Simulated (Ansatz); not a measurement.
**Geometry relaxation, with input and output: In$_{15}$P$_{16}$ (charge −2) (part 1 of 3)**

- system: In$_{15}$P$_{16}$ (defect cell, 31 atoms in the cell, total charge −2)
- method: DFT PBE, scalar-relativistic, plane waves, PAW, spin-polarised (Ansatz 0.2.0)

The structure derives from a Materials Project entry. It belongs to a series of runs on one base structure; here: In vacancy (site a), charge -2, atoms relaxed at the host's cell.

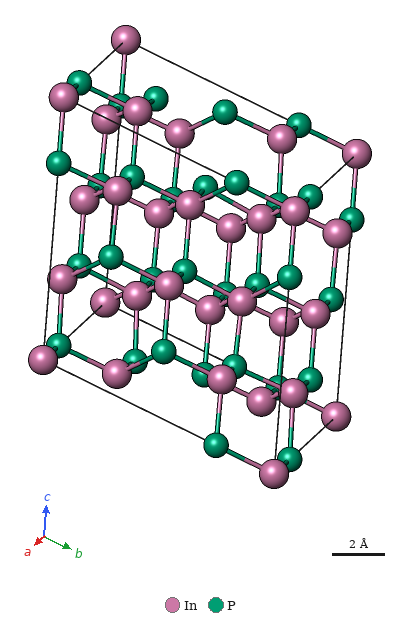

Fig. 1: The starting structure (ball-and-stick view of the cell of the calculation, seen slightly off an axis).

The input
```yaml
crystal:
  lattice:
    - [-5.9597880289, 5.9597880289, 5.9597880289]
    - [5.9597880289, -5.9597880289, 5.9597880289]
    - [5.9597880289, 5.9597880289, -5.9597880289]
  atoms:
    - { symbol: In, position: [0.5, 0.7435939553, 0.7505521647] }
    - { symbol: In, position: [0.5, 0.0, 0.5] }
    - { symbol: In, position: [0.7435939553, 0.2505521647, 0.0] }
    - { symbol: In, position: [0.5, 0.2505521647, 0.2435939553] }
    - { symbol: In, position: [0.7435939553, 0.5, 0.7505521647] }
    - { symbol: In, position: [0.7494478353, 0.7494478353, 0.4930417906] }
    - { symbol: In, position: [0.0, 0.0, 0.0] }
    - { symbol: In, position: [0.7494478353, -0.0069582094, 0.2494478353] }
    - { symbol: In, position: [0.0069582094, 0.2564060447, 0.7564060447] }
    - { symbol: In, position: [0.0, 0.5, 0.5] }
    - { symbol: In, position: [0.2505521647, 0.7435939553, 0.0] }
    - { symbol: In, position: [-0.0069582094, 0.7494478353, 0.2494478353] }
    - { symbol: In, position: [0.2564060447, 0.0069582094, 0.7564060447] }
    - { symbol: In, position: [0.2564060447, 0.2564060447, 0.5069582094] }
    - { symbol: In, position: [0.2505521647, 0.5, 0.2435939553] }
    - { symbol: P, position: [0.2641842738, 0.5, 0.0], spin: 0.25 }
    - { symbol: P, position: [0.2511862414, 0.7509678848, 0.7511862414] }
    - { symbol: P, position: [0.2490321152, 0.0002183567, 0.5002183567] }
    - { symbol: P, position: [0.5, 0.2641842738, 0.0], spin: 0.25 }
    - { symbol: P, position: [0.2511862414, 0.2511862414, 0.2509678848] }
    - { symbol: P, position: [0.5, 0.5, 0.7641842738], spin: 0.25 }
    - { symbol: P, position: [0.5, 0.7488137586, 0.4997816433] }
    - { symbol: P, position: [0.7488137586, -0.0002183567, 0.0] }
    - { symbol: P, position: [0.5, -0.0002183567, 0.2488137586] }
    - { symbol: P, position: [0.7509678848, 0.2511862414, 0.7511862414] }
    - { symbol: P, position: [0.7488137586, 0.5, 0.4997816433] }
    - { symbol: P, position: [-0.0002183567, 0.7488137586, 0.0] }
    - { symbol: P, position: [0.7358157262, 0.7358157262, 0.2358157262], spin: 0.25 }
    - { symbol: P, position: [0.0002183567, 0.0002183567, 0.7490321152] }
    - { symbol: P, position: [0.0002183567, 0.2490321152, 0.5002183567] }
    - { symbol: P, position: [-0.0002183567, 0.5, 0.2488137586] }
  host:
    lattice:
      - [0.0, 2.9798940145, 2.9798940145]
      - [2.9798940145, 0.0, 2.9798940145]
      - [2.9798940145, 2.9798940145, 0.0]
    atoms:
      - { symbol: In, position: [0.0, 0.0, 0.0] }
      - { symbol: P, position: [0.25, 0.25, 0.25] }
total_charge: -2
basis:
  ecutwfc: 420
  xc_grid: 2
kpoints:
  mp_grid: { grid: [2, 2, 2], shift: [0.5, 0.5, 0.5] }
hamiltonian:
  xc: pbe
scf:
  occupations: { method: gaussian, width: 0.02 }
output:
  forces: true
  stress: false
  eigenvalues: true
  populations: true
  charged_corrections:
    defect_position: [0.5, 0.5, 0.0]
    epsilon: [[15.0794, 0.0, 0.0], [0.0, 15.0794, 0.0], [0.0, 0.0, 15.0794]]
  write_density: true
  write_potential: true
  elf: true
  volumetric_format: npy
magnetization:
  spin_polarized: true
relax:
  adjacent_minimum: "off"
  f_tol: 0.025
  max_steps: 45
```

Launch command:
```bash
ansatz run input.yaml --threads 4 --pin off --max-ram 6144MiB --backend cpu --events-out ev --progress --plain --runs-dir out
```

What the program printed
```
Engine: ansatz 0.2.0, aarch64-unknown-linux-gnu
Pseudopotentials: kind: paw
Pseudopotential: In, paw, valence charge 13, recommended cutoff 420 eV (normal), In.paw.azcp
Pseudopotential: P, paw, valence charge 5, recommended cutoff 420 eV (normal), P.paw.azcp
Functional definition: PBE
  parameter kappa = 0.804
  parameter beta = 0.06672455060314922
  exchange = pbe_x(kappa = kappa, mu = beta*pi^2/3)
  correlation = pbe_c(beta = beta)
Crystal: 31 atoms, lattice volume = 846.745 Å³
Basis set: ecut = 420 eV, 16487 PW (Γ), exchange–correlation on 144×144×144 points (8 copies of the dense FFT grid, shifted against one another)
Bands: 170, of which v1, the nominal top of the filled ones, is band 139 counted from 1 (138 counted from 0)
Symmetry: 24 space group operations
Space group: I-43m (ITA 217), of the structure as read, at distance tolerance 9.5e-5 Å
Magnetic group: BNS 217.78 (UNI 1580), of the structure as read, at distance tolerance 9.5e-5 Å
k-points: 2 of 8 (time reversal used)
Non-local potential: In, projectors of the file, l = 0: 2, l = 1: 2, l = 2: 2, l = 3: 2
Non-local potential: P, projectors of the file, l = 0: 2, l = 1: 2, l = 2: 2
PAW form: soft (Blöchl's): semilocal exchange-correlation on the pseudo side does not see the compensation charge
PAW one-centre angular grid: In, 590 points (default); XC on 64 Gauss nodes
PAW one-centre angular grid: P, 110 points (default); XC on 64 Gauss nodes
Initial density: superposition of atomic densities (chi_scale 0.1, normalization cell)
Starting moments: Σ|m| = 1 μB on 4 of 31 sites
Initial wavefunctions: pseudopotential atomic-orbital guess
Functional: x = pbe(κ = 0.804, μ = 0.2195149727645171), c = pbe(β = 0.06672455060314922)
SCF iter   1: F=—  HF=-96058.855264 eV  |F-HF|=—  |Δ(HF+E_count)|=         —  Δρ=2.05e-2 (↑2.05e-2 ↓2.04e-2)  dr2=2.94e1  dr2_m=9.24e-3  M=1.000 μB ∫|m|=1.043 μB  β_m=0.30  ethr=3.10e-3  ⟨swp⟩=7.0  Hψ=2735  notcnv=0  defer=1
preconditioner: auto → Resta (q_TF=auto, 2.265 Å⁻¹)  ε∞=4.1  [insulator: Δε(μ)=0.054 eV  Ē_g=12.095 eV  σ=0.020 eV  W_gap=0.83  n_scr=176 (ndim 8)  ℏωp=21.2 eV  f_vac=0.000  D(μ)=26.95/eV (n_scr^D=200)  ε∞_Penn≈4.1]
spin=Collinear: Resta preconditioning applied to the charge; magnetization (m = ρ↑ − ρ↓) channel mixes plain (no charge-response kernel on spin).
SCF iter   2: F=—  HF=-96052.638512 eV  |F-HF|=—  |Δ(HF+E_count)|=    6.22e0  Δρ=1.32e-2 (↑1.32e-2 ↓1.31e-2)  dr2=1.02e1  dr2_m=5.72e-3  M=1.000 μB ∫|m|=1.041 μB  β_m=0.30  ethr=3.10e-3  ⟨swp⟩=4.0  Hψ=1380  notcnv=0  defer=104
SCF iter   3: F=—  HF=-96050.139493 eV  |F-HF|=—  |Δ(HF+E_count)|=    2.50e0  Δρ=5.85e-3 (↑5.85e-3 ↓5.70e-3)  dr2=7.39e-1  dr2_m=3.62e-3  M=1.000 μB ∫|m|=1.040 μB  β_m=0.30  ethr=3.10e-3  ⟨swp⟩=3.0  Hψ=1058  notcnv=0  defer=104
SCF iter   4: F=—  HF=-96050.130584 eV  |F-HF|=—  |Δ(HF+E_count)|=   8.91e-3  Δρ=1.34e-3 (↑1.28e-3 ↓1.34e-3)  dr2=7.37e-2  dr2_m=2.04e-3  M=1.000 μB ∫|m|=1.041 μB  β_m=0.30  ethr=2.67e-4  ⟨swp⟩=3.0  Hψ=1360  notcnv=0  defer=104
SCF iter   5: F=—  HF=-96050.138163 eV  |F-HF|=—  |Δ(HF+E_count)|=   7.58e-3  Δρ=8.78e-4 (↑8.74e-4 ↓8.78e-4)  dr2=2.68e-2  dr2_m=1.24e-3  M=1.000 μB ∫|m|=1.042 μB  β_m=0.30  ethr=2.66e-5  ⟨swp⟩=2.5  Hψ=652  notcnv=0  defer=104
SCF iter   6: F=—  HF=-96050.152316 eV  |F-HF|=—  |Δ(HF+E_count)|=   1.42e-2  Δρ=5.18e-4 (↑5.18e-4 ↓5.02e-4)  dr2=4.69e-3  dr2_m=7.65e-4  M=1.000 μB ∫|m|=1.044 μB  β_m=0.30  ethr=9.66e-6  ⟨swp⟩=2.0  Hψ=818  notcnv=0  defer=104
SCF iter   7: F=—  HF=-96050.158111 eV  |F-HF|=—  |Δ(HF+E_count)|=   5.80e-3  Δρ=2.76e-4 (↑2.76e-4 ↓2.76e-4)  dr2=7.43e-4  dr2_m=4.67e-4  M=1.000 μB ∫|m|=1.046 μB  β_m=0.30  ethr=1.69e-6  ⟨swp⟩=2.5  Hψ=1180  notcnv=0  defer=104
Mixer restart at iter 7: flushing history
spin-set hold released at iteration 7 (site moments contracting): the magnetisation degrees of freedom join the quasi-Newton model from the next iteration; the mixer history was flushed
SCF iter   8: F=—  HF=-96050.158663 eV  |F-HF|=—  |Δ(HF+E_count)|=   5.52e-4  Δρ=2.15e-4 (↑2.08e-4 ↓2.15e-4)  dr2=3.80e-4  dr2_m=2.84e-4  M=1.000 μB ∫|m|=1.047 μB  β_m=0.65  ethr=2.68e-7  ⟨swp⟩=2.0  Hψ=783  notcnv=0  defer=104
SCF iter   9: F=—  HF=-96050.159706 eV  |F-HF|=—  |Δ(HF+E_count)|=   1.04e-3  Δρ=4.39e-5 (↑4.35e-5 ↓4.39e-5)  dr2=4.97e-5  dr2_m=9.53e-6  M=1.000 μB ∫|m|=1.051 μB  β_m=0.72  ethr=1.37e-7  ⟨swp⟩=3.0  Hψ=1108  notcnv=0  defer=104
SCF iter  10: F=—  HF=-96050.159780 eV  |F-HF|=—  |Δ(HF+E_count)|=   7.39e-5  Δρ=1.14e-5 (↑1.04e-5 ↓1.14e-5)  dr2=6.71e-6  dr2_m=1.66e-7  M=1.000 μB ∫|m|=1.052 μB  β_m=0.79  ethr=5.64e-9  ⟨swp⟩=22.8  Hψ=7422  notcnv=0
SCF iter  11: F=—  HF=-96050.159790 eV  |F-HF|=—  |Δ(HF+E_count)|=   9.90e-6  Δρ=5.06e-6 (↑4.56e-6 ↓5.06e-6)  dr2=7.72e-7  dr2_m=7.97e-8  M=1.000 μB ∫|m|=1.052 μB  β_m=0.89  ethr=2.42e-9  ⟨swp⟩=12.5  Hψ=5029  notcnv=0
SCF iter  12: F=-96050.159792 eV  HF=-96050.159792 eV  |F-HF|=1.66e-8  |Δ(HF+E_count)|=   1.50e-6  Δρ=1.32e-6 (↑1.32e-6 ↓1.30e-6)  dr2=4.17e-8  dr2_m=8.06e-9  M=1.000 μB ∫|m|=1.052 μB  ethr=2.79e-10  ⟨swp⟩=11.2  Hψ=4499  notcnv=0
SCF 1 converged in 12 iterations: F = -96050.159792 eV  dr2 = 4.17e-8
  greatest PAW one-centre occupation: 0.982 electrons in one spin orbital (limit 2), on the In atom at site 4 (counted from 0), in its partial waves of l = 2
relax step   1: F+E_penalty+E_count = -96050.15979177 eV  Δ(F+E_penalty+E_count) = +0.000e0 eV  max|allowed force component| = 1.588e-1 eV/Å  Δτ_max = 0.0000 Å  (12 SCF iters, dr2 threshold 1.56e-5 eV, accepted)
Initial density: handed on by an earlier stage of this run
Starting moments: Σ|m| = 1 μB on 4 of 31 sites; this step starts from the density that it was given
Initial wavefunctions: those handed on with the density
iter 1 solved again at ethr=3.28e-5 eV; its pass at ethr=3.10e-3 eV (dr2=9.09e-2 eV) is discarded
SCF iter   1: F=—  HF=-96050.215256 eV  |F-HF|=—  |Δ(HF+E_count)|=         —  Δρ=1.34e-3 (↑1.34e-3 ↓1.18e-3)  dr2=9.14e-2  dr2_m=4.32e-4  M=1.000 μB ∫|m|=1.045 μB  β_m=0.30  ethr=3.28e-5  ⟨swp⟩=2.2  Hψ=2250  notcnv=0  defer=104
preconditioner: auto → Resta (q_TF=auto, 2.265 Å⁻¹)  ε∞=3.7  [insulator: Δε(μ)=0.073 eV  Ē_g=12.922 eV  σ=0.020 eV  W_gap=0.83  n_scr=176 (ndim 8)  ℏωp=21.2 eV  f_vac=0.013  D(μ)=26.50/eV (n_scr^D=200)  ε∞_Penn≈3.7]
spin=Collinear: Resta preconditioning applied to the charge; magnetization (m = ρ↑ − ρ↓) channel mixes plain (no charge-response kernel on spin).
SCF iter   2: F=—  HF=-96050.202825 eV  |F-HF|=—  |Δ(HF+E_count)|=   1.24e-2  Δρ=1.00e-3 (↑1.00e-3 ↓8.95e-4)  dr2=3.73e-2  dr2_m=2.77e-4  M=1.000 μB ∫|m|=1.044 μB  β_m=0.58  ethr=3.28e-5  ⟨swp⟩=2.0  Hψ=627  notcnv=0  defer=104
SCF iter   3: F=—  HF=-96050.194786 eV  |F-HF|=—  |Δ(HF+E_count)|=   8.04e-3  Δρ=2.60e-4 (↑2.60e-4 ↓2.24e-4)  dr2=2.83e-3  dr2_m=2.86e-5  M=1.000 μB ∫|m|=1.044 μB  β_m=0.62  ethr=1.35e-5  ⟨swp⟩=2.8  Hψ=799  notcnv=0  defer=104
SCF iter   4: F=—  HF=-96050.194628 eV  |F-HF|=—  |Δ(HF+E_count)|=   1.58e-4  Δρ=6.41e-5 (↑5.87e-5 ↓6.41e-5)  dr2=1.33e-4  dr2_m=2.63e-6  M=1.000 μB ∫|m|=1.044 μB  β_m=0.80  ethr=1.02e-6  ⟨swp⟩=2.8  Hψ=1086  notcnv=0  defer=104
SCF iter   5: F=—  HF=-96050.194482 eV  |F-HF|=—  |Δ(HF+E_count)|=   1.46e-4  Δρ=1.60e-5 (↑1.47e-5 ↓1.60e-5)  dr2=1.16e-5  dr2_m=6.41e-8  M=1.000 μB ∫|m|=1.044 μB  β_m=0.90  ethr=4.82e-8  ⟨swp⟩=2.0  Hψ=863  notcnv=0  defer=104
iter 6 did not close the SCF: its close was put off until two iterations running show no level that it waits for move by more than its bar (scf_convergence_deferred on its scf_iter line)
SCF iter   6: F=-96050.194495 eV  HF=-96050.194494 eV  |F-HF|=5.40e-7  |Δ(HF+E_count)|=   1.21e-5  Δρ=3.97e-6 (↑3.97e-6 ↓3.79e-6)  dr2=6.04e-7  dr2_m=4.02e-9  M=1.000 μB ∫|m|=1.044 μB  β_m=0.94  ethr=5.69e-10  ⟨swp⟩=20.2  Hψ=6013  notcnv=0
SCF iter   7: F=-96050.194495 eV  HF=-96050.194495 eV  |F-HF|=3.63e-8  |Δ(HF+E_count)|=   7.16e-7  Δρ=1.30e-6 (↑1.30e-6 ↓1.30e-6)  dr2=6.34e-8  dr2_m=4.65e-10  M=1.000 μB ∫|m|=1.044 μB  ethr=2.18e-10  ⟨swp⟩=7.8  Hψ=4514  notcnv=0
SCF 2 converged in 7 iterations: F = -96050.194495 eV  dr2 = 6.34e-8
relax step   2: F+E_penalty+E_count = -96050.19449496 eV  Δ(F+E_penalty+E_count) = -3.470e-2 eV  max|allowed force component| = 4.737e-2 eV/Å  Δτ_max = 0.0896 Å  (7 SCF iters, dr2 threshold 1.58e-6 eV, accepted)
SCF iter   1: F=—  HF=-96050.205540 eV  |F-HF|=—  |Δ(HF+E_count)|=         —  Δρ=4.18e-4 (↑4.18e-4 ↓3.68e-4)  dr2=8.57e-3  dr2_m=3.96e-5  M=1.000 μB ∫|m|=1.046 μB  β_m=0.30  ethr=3.12e-5  ⟨swp⟩=4.0  Hψ=1535  notcnv=0  defer=104
preconditioner: auto → Resta (q_TF=auto, 2.265 Å⁻¹)  ε∞=3.7  [insulator: Δε(μ)=0.072 eV  Ē_g=12.923 eV  σ=0.020 eV  W_gap=0.83  n_scr=176 (ndim 8)  ℏωp=21.2 eV  f_vac=0.013  D(μ)=26.51/eV (n_scr^D=200)  ε∞_Penn≈3.7]
spin=Collinear: Resta preconditioning applied to the charge; magnetization (m = ρ↑ − ρ↓) channel mixes plain (no charge-response kernel on spin).
SCF iter   2: F=—  HF=-96050.204380 eV  |F-HF|=—  |Δ(HF+E_count)|=   1.16e-3  Δρ=3.12e-4 (↑3.12e-4 ↓2.79e-4)  dr2=3.51e-3  dr2_m=2.67e-5  M=1.000 μB ∫|m|=1.046 μB  β_m=0.58  ethr=3.09e-6  ⟨swp⟩=1.5  Hψ=810  notcnv=0  defer=104
SCF iter   3: F=—  HF=-96050.203641 eV  |F-HF|=—  |Δ(HF+E_count)|=   7.39e-4  Δρ=7.73e-5 (↑7.73e-5 ↓6.75e-5)  dr2=2.24e-4  dr2_m=2.92e-6  M=1.000 μB ∫|m|=1.046 μB  β_m=0.64  ethr=1.27e-6  ⟨swp⟩=2.0  Hψ=775  notcnv=0  defer=104
SCF iter   4: F=—  HF=-96050.203599 eV  |F-HF|=—  |Δ(HF+E_count)|=   4.14e-5  Δρ=1.79e-5 (↑1.58e-5 ↓1.79e-5)  dr2=1.08e-5  dr2_m=2.47e-7  M=1.000 μB ∫|m|=1.046 μB  β_m=0.75  ethr=8.07e-8  ⟨swp⟩=3.0  Hψ=1156  notcnv=0  defer=104
SCF iter   5: F=—  HF=-96050.203387 eV  |F-HF|=—  |Δ(HF+E_count)|=   2.12e-4  Δρ=6.42e-6 (↑5.97e-6 ↓6.42e-6)  dr2=1.50e-6  dr2_m=1.16e-8  M=1.000 μB ∫|m|=1.046 μB  β_m=0.87  ethr=3.90e-9  ⟨swp⟩=2.2  Hψ=941  notcnv=0  defer=104
iter 6 did not close the SCF: its close was put off for a magnetic moment that had not settled (scf_convergence_deferred on its scf_iter line)
SCF iter   6: F=-96050.203389 eV  HF=-96050.203389 eV  |F-HF|=5.62e-8  |Δ(HF+E_count)|=   1.39e-6  Δρ=1.23e-6 (↑1.23e-6 ↓1.14e-6)  dr2=5.33e-8  dr2_m=4.03e-10  M=1.000 μB ∫|m|=1.046 μB  β_m=0.93  ethr=3.61e-11  ⟨swp⟩=16.2  Hψ=5898  notcnv=0
SCF iter   7: F=-96050.203389 eV  HF=-96050.203389 eV  |F-HF|=3.14e-9  |Δ(HF+E_count)|=   7.24e-8  Δρ=4.08e-7 (↑4.08e-7 ↓3.82e-7)  dr2=6.09e-9  dr2_m=2.94e-11  M=1.000 μB ∫|m|=1.046 μB  ethr=1.93e-11  ⟨swp⟩=6.5  Hψ=3839  notcnv=0
SCF 3 converged in 7 iterations: F = -96050.203389 eV  dr2 = 6.09e-9
  greatest PAW one-centre occupation: 0.982 electrons in one spin orbital (limit 2), on the In atom at site 5 (counted from 0), in its partial waves of l = 2
relax step   3: F+E_penalty+E_count = -96050.20338888 eV  Δ(F+E_penalty+E_count) = -8.894e-3 eV  max|allowed force component| = 5.050e-3 eV/Å  Δτ_max = 0.0273 Å  (7 SCF iters, accepted)
```

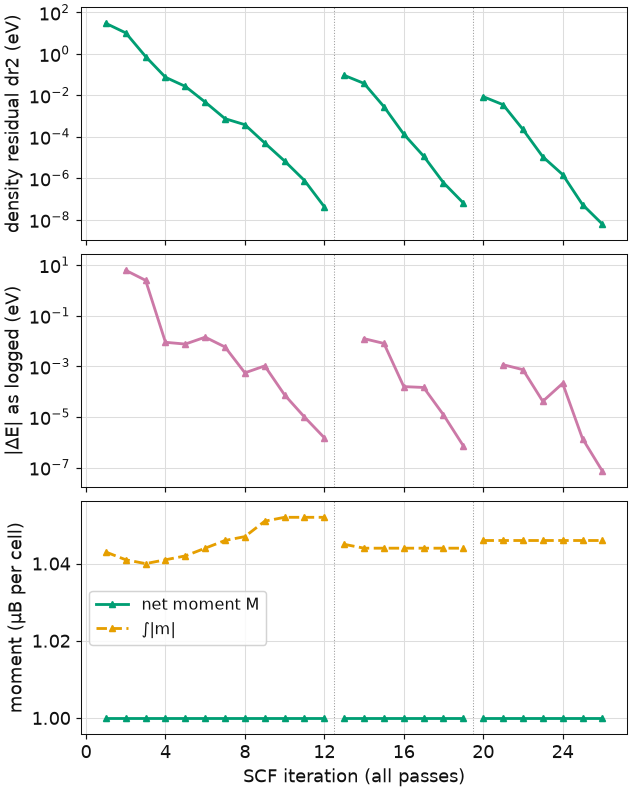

Fig. 2: Convergence of the self-consistent field: density residual dr2, size of the energy change and magnetic moment against the SCF iteration. The dotted lines part the SCF passes of the relaxation: geometry steps, rejected trials and re-solves on a re-selected basis. The passes take 12, 7 and 7 iterations. The net moment stays at 1.0 μB per cell.

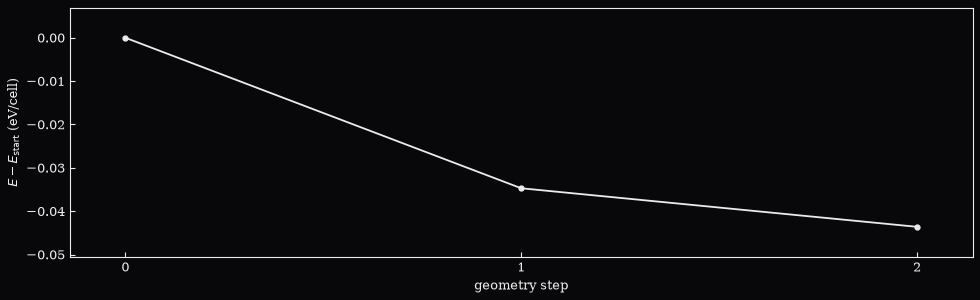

Fig. 3: Progress of the relaxation, step by step (the first geometry is step 0 here and step 1 in the log).
